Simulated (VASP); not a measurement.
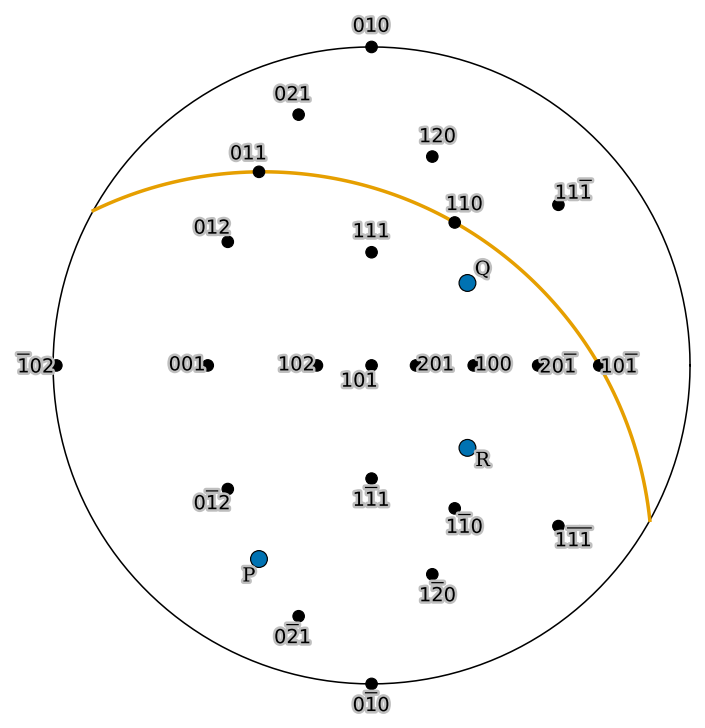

Crystal: SiO2, coordinates from a relaxation with VASP, VASP Kohn-Sham DFT of a periodic cell, revPBE, VASP PAW PBE potentials, recommended. Stereographic projection of plane normals (upper hemisphere) centred on (1 0 1). Geometry calculated from the standardised cell; symmetry tolerance 0.002 Å.

a = 5.136 Å, b = 5.136 Å, c = 7.184 Å, α = 90.00°, β = 90.00°, γ = 90.00°.

### Index the poles marked P, Q, R.

P is (0 −1 1), 70.2° from the centre; Q is (2 1 0), 43.3° from the centre; R is (2 −1 0), 43.3° from the centre.

### Which zone does the coloured great circle trace?

The zone [1 −1 1]: its poles satisfy h − k + l = 0.

### What is the angle between the normals of (1 −1 1) and (1 −1 0), and what are their d_hkl = 1/|g|?

26.8°; d = 3.241 Å and 3.632 Å.
